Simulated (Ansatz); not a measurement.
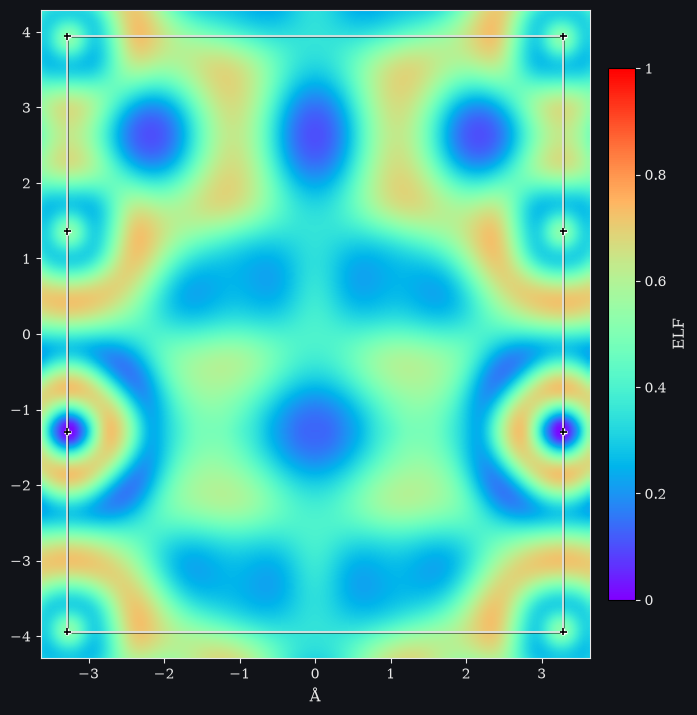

The electron localisation function on a plane through atoms (crosses mark nuclei in the plane).

Method: DFT LDA, scalar-relativistic, plane waves, PAW in Ansatz.

Candidates:
A. Si2W, a = 4.55 Å, b = 4.55 Å, c = 6.57 Å, α = 90.00°, β = 90.00°, γ = 120.00°. Space group P6₂22; a structure from a database of computed crystals, not necessarily the ambient phase; PAW files of the earlier set (soft_1).
B. ZnInGaO4, a = 3.28 Å, b = 3.28 Å, c = 25.48 Å, α = 90.00°, β = 90.00°, γ = 120.00°. Space group R3m; a structure from a database of computed crystals, not necessarily the ambient phase; PAW files of the earlier set (soft_1).

### Which candidate gave the map?

Candidate A: Si2W on the (110) plane of the conventional cell, which holds Si and W. Si–Si (2.58 Å): the ELF peaks at about 0.65 between the atoms.
